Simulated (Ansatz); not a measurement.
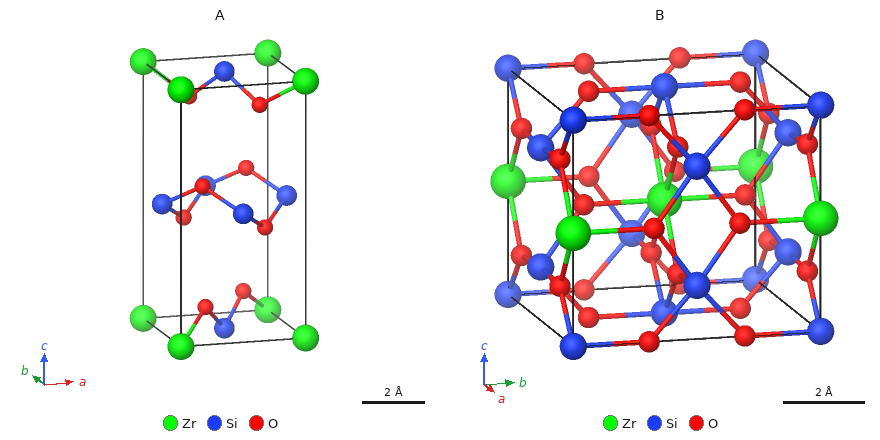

Two structures of ZrSi$_{3}$O$_{8}$, each relaxed to rest (conventional cells in solid outline, small ones repeated, not to one scale). Method: DFT PBE, scalar-relativistic, plane waves, PAW (Ansatz 0.2.0), without spin polarisation.

Question: What are the two structures?

Answer: A: 12 atoms a cell on a primitive tetragonal lattice, P-42m. B: 24 atoms a cell on a base-centred orthorhombic lattice, Cmmm.

Question: Which of the two does the method prefer?

Answer: B is lower, by 30 meV/atom at this level of theory (energies at zero smearing). Volumes: A 13.0, B 9.3 Å³/atom.

One or both may be structure types tried for this composition rather than known phases.
